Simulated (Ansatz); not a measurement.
Band edges of Se (P3_121).

Input file:

```yaml
crystal:
  lattice:
    - [4.3662, 0.0, 0.0]
    - [-2.1831, 3.78124012, 0.0]
    - [0.0, 0.0, 4.9536]
  atoms:
    - { symbol: Se, position: [0.2254, 0.0, 0.33333333] }
    - { symbol: Se, position: [0.0, 0.2254, 0.66666667] }
    - { symbol: Se, position: [0.7746, 0.7746, 0.0] }
basis:
  ecutwfc: 420
kpoints:
  mp_grid: { grid: [12, 12, 8] }
hamiltonian:
  xc: pbe
scf:
  occupations: { method: gaussian, width: 0.05 }
output:
  forces: true
  eigenvalues: true
  eigenstates:
    nscf_kmesh: { grid: [24, 24, 18] }
    top_band: c6
    de_dk: true
    localisation: false
  stress: true
checkpoint:
  write: ck
  compress: false
  write_wavefunctions: false
  write_every: 100000
```

Command:

```sh
ansatz run input.yaml --threads 1 --pin off --max-ram 3072MiB --backend cpu --events-out ev --progress --plain --runs-dir out
```

The program printed:

```
Warning: RAYON_NUM_THREADS=1 ignored (pool sized by the plan → 1); use --threads N
Engine: ansatz 0.2.0, x86_64-unknown-linux-gnu
Pseudopotentials: kind: paw
Pseudopotential: Se, paw, valence charge 16, recommended cutoff 420 eV (normal), Se.paw.azcp
Functional definition: PBE
  parameter kappa = 0.804
  parameter beta = 0.06672455060314922
  exchange = pbe_x(kappa = kappa, mu = beta*pi^2/3)
  correlation = pbe_c(beta = beta)
Crystal: 3 atoms, lattice volume = 81.782 Å³
Basis set: ecut = 420 eV, 1583 PW (Γ), exchange–correlation on 60×60×72 points (8 copies of the dense FFT grid, shifted against one another)
Bands: 29, of which v1, the nominal top of the filled ones, is band 24 counted from 1 (23 counted from 0)
Symmetry: 6 space group operations
Space group: P3121 (ITA 152), of the structure as read, at distance tolerance 4.3e-5 Å
k-points: 131 of 1152 (time reversal used)
Non-local potential: Se, projectors of the file, l = 0: 2, l = 1: 2, l = 2: 3, l = 3: 1
PAW form: soft (Blöchl's): semilocal exchange-correlation on the pseudo side does not see the compensation charge
PAW one-centre angular grid: Se, 590 points (default); XC on 64 Gauss nodes
Initial density: superposition of atomic densities (neutral atoms: chi_scale 0, normalization atom), corrected by the library's trained network
Initial wavefunctions: pseudopotential atomic-orbital guess
Functional: x = pbe(κ = 0.804, μ = 0.2195149727645171), c = pbe(β = 0.06672455060314922)
SCF iter   1: F=—  HF=-16407.198636 eV  |F-HF|=—  |Δ(HF+E_count)|=         —  Δρ=1.32e-3  dr2=9.11e-4  ethr=1.77e-3  ⟨swp⟩=5.9  Hψ=15993  notcnv=0
SCF iter   2: F=—  HF=-16407.199016 eV  |F-HF|=—  |Δ(HF+E_count)|=   3.79e-4  Δρ=7.98e-4  dr2=3.34e-4  ethr=1.90e-6  ⟨swp⟩=2.0  Hψ=7991  notcnv=0
SCF iter   3: F=—  HF=-16407.199369 eV  |F-HF|=—  |Δ(HF+E_count)|=   3.53e-4  Δρ=2.53e-4  dr2=4.17e-5  ethr=6.97e-7  ⟨swp⟩=3.0  Hψ=6812  notcnv=0
SCF iter   4: F=—  HF=-16407.199425 eV  |F-HF|=—  |Δ(HF+E_count)|=   5.57e-5  Δρ=7.16e-5  dr2=2.78e-6  ethr=8.69e-8  ⟨swp⟩=2.2  Hψ=5162  notcnv=0
SCF iter   5: F=—  HF=-16407.199426 eV  |F-HF|=—  |Δ(HF+E_count)|=   1.47e-6  Δρ=1.88e-5  dr2=3.74e-7  ethr=5.79e-9  ⟨swp⟩=2.0  Hψ=6812  notcnv=0
SCF iter   6: F=—  HF=-16407.199426 eV  |F-HF|=—  |Δ(HF+E_count)|=   4.14e-8  Δρ=7.00e-6  dr2=4.85e-8  ethr=7.80e-10  ⟨swp⟩=2.0  Hψ=6812  notcnv=0
SCF iter   7: F=—  HF=-16407.199426 eV  |F-HF|=—  |Δ(HF+E_count)|=   3.93e-9  Δρ=2.38e-6  dr2=4.68e-9  ethr=1.01e-10  ⟨swp⟩=2.0  Hψ=6812  notcnv=0
SCF iter   8: F=—  HF=-16407.199426 eV  |F-HF|=—  |Δ(HF+E_count)|=   2.50e-9  Δρ=3.47e-7  dr2=1.10e-10  ethr=9.74e-12  ⟨swp⟩=2.0  Hψ=6812  notcnv=0
SCF iter   9: F=-16407.199426 eV  HF=-16407.199426 eV  |F-HF|=7.28e-12  |Δ(HF+E_count)|=  6.91e-11  Δρ=5.27e-8  dr2=2.31e-12  ethr=1.00e-12  ⟨swp⟩=7.1  Hψ=22496  notcnv=0
SCF 1 converged in 9 iterations: F = -16407.199426 eV  dr2 = 2.31e-12
  greatest PAW one-centre occupation: 1.000 electrons in one spin orbital (limit 2), on the Se atom at site 1 (counted from 0), in its partial waves of l = 2
NSCF: frozen V_eff on 994 k-points
SCF converged after 9 iterations
Free energy (F): -16407.199426 eV
Harris-Foulkes:  -16407.199426 eV  (|F-HF|=7.28e-12)
Internal energy: -16407.199426 eV  (E = F + TS)
E sigma→0 (E₀):  -16407.199426 eV
Fermi energy:    7.409761 eV
--- Per-component energies (eV) ---
  E_band       = -1226.198171
  E_kinetic    = 352.237082
  E_local      = -7739.566194  (includes V_loc(G=0)·N_el)
  E_nonlocal   = -1783.315219
  E_hartree    = 3791.996933
  E_xc         = -311.140223
  E_vxc        = -292.410408  (∫ρ·V_xc dr)
  E_paw        = -5735.835339  (= ΣΔE_a)
  E_vpaw       = 652.864454  (= ΣTr[D̂ρ^β])
  E_aug_tail   = -0.001813  (compensation charges beyond the density's cutoff)
  E_ewald      = -4981.574653
  E_smearing   = -0.000000  (= −TS)
  E_closure    = 0.000000  (closes the sum)
  Σ components = -16407.199426   (vs F -16407.199426, Δ=0.00e0)
--- Forces (eV/Å), atoms counted from 1 ---
  atom   1  Se     0.40109621     0.00000000    -0.00000000
  atom   2  Se    -0.20054810     0.34735951     0.00000000
  atom   3  Se    -0.20054810    -0.34735951    -0.00000000
  max |Σ_I F_I| component: 2.78e-17 eV/Å
--- Stress (GPa, compression-positive) ---
        2.192757       0.000000       0.000000
        0.000000       2.192757      -0.000000
        0.000000      -0.000000       3.952582
  P = ⅓ Tr σ = 2.7794 GPa (27.794 kbar)
--- Band table (eV; the first three rows and the last of 131) ---
  k-point 0: bands = ["-41.3771", "-41.3771", "-41.3396", "-41.3335", "-41.3335", "-41.2855", "-41.1576", "-41.1525", "-41.1525", "-41.1068", "-41.1068", "-41.1035", "-41.0770", "-41.0507", "-41.0507", "-8.9596", "-4.8422", "-4.8422", "3.0475", "3.0475", "3.1273", "4.8404", "4.8404", "6.4743", "8.7739", "8.7739", "9.0496", "13.0556", "13.3903"]
  k-point 1: bands = ["-41.3850", "-41.3683", "-41.3400", "-41.3363", "-41.3297", "-41.2874", "-41.1576", "-41.1538", "-41.1513", "-41.1076", "-41.1060", "-41.1035", "-41.0762", "-41.0537", "-41.0484", "-8.8854", "-5.6710", "-4.0315", "2.7701", "3.1683", "3.2440", "4.8322", "5.0116", "6.3565", "8.6430", "8.6444", "8.8986", "13.4304", "13.5134"]
  k-point 2: bands = ["-41.3911", "-41.3596", "-41.3411", "-41.3383", "-41.3244", "-41.2926", "-41.1573", "-41.1549", "-41.1503", "-41.1082", "-41.1053", "-41.1037", "-41.0737", "-41.0574", "-41.0468", "-8.6641", "-6.4647", "-3.3137", "2.4371", "3.2776", "3.3867", "4.9379", "5.3147", "6.0494", "8.3431", "8.4140", "8.5843", "13.6330", "14.0870"]
  k-point 130: bands = ["-41.3962", "-41.3466", "-41.3466", "-41.3398", "-41.3090", "-41.3090", "-41.1566", "-41.1566", "-41.1492", "-41.1092", "-41.1040", "-41.1040", "-41.0668", "-41.0668", "-41.0439", "-7.3873", "-7.3873", "-3.7496", "1.1452", "1.9333", "1.9333", "5.8987", "6.6683", "6.6683", "7.9212", "9.6006", "9.6006", "13.5509", "14.8574"]
--- Fermi surface from the table of eigenstates not read: on its mesh, or on one of the eight of every second point, the electrons fill whole bands (an insulator's do; a metal wants a denser output.eigenstates.nscf_kmesh) ---
```

Level of theory: DFT PBE, scalar-relativistic, plane waves, PAW; levels and slopes on a dense k mesh at the converged density (Ansatz 0.2.0). No spin polarisation. The levels come from a k mesh of 24×24×18 points. Cell and positions as given, without relaxation (largest force 0.4 eV/Å).

Masses come from a second pass at points close to the extrema; at the energies drawn a band may no longer be parabolic.

The gap is indirect, 1.02 eV at this level of theory, which underestimates gaps and can reorder valleys that lie close.

Valence band: three equivalent maxima at L, nearly flat in one direction, with masses 0.13 and 2.84 mₑ across; one maximum at Γ, 0.42 eV below the edge, principal masses 0.79, 1.72 and 1.72 mₑ. Band 24 forms the valence edge; band 23 begins 0.23 eV lower (at H). The surfaces also take in H, where this band lies 0.23 eV below its edge.
Conduction band: two equivalent minima at H, principal masses 0.15, 0.30 and 0.30 mₑ; two equivalent minima on the Γ–A line, 0.16 eV above the edge, principal masses 0.43, 0.43 and 0.83 mₑ. Band 25 forms the conduction edge; band 26 begins 0.18 eV higher (at A) and band 27 begins 0.25 eV higher (on the Γ–A line). The surfaces also take in A, where this band lies 0.18 eV above its edge, so they needn't be separate pockets.

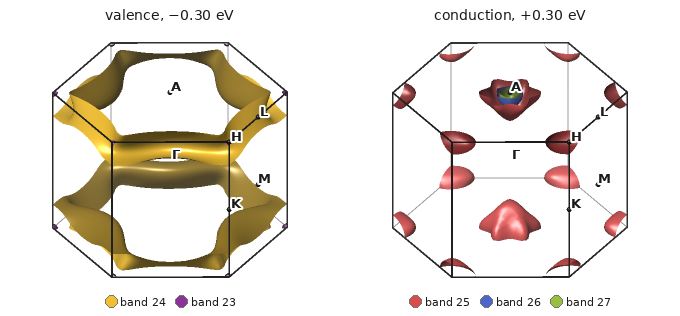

Constant-energy surfaces near the two band edges, measured from each edge.

Where one band's surface lies inside another's, the outer one hides all or part of it.

Spin-orbit coupling, left out here, can change the gap, its kind, the place of the band edges and the masses, since the compound holds Se.
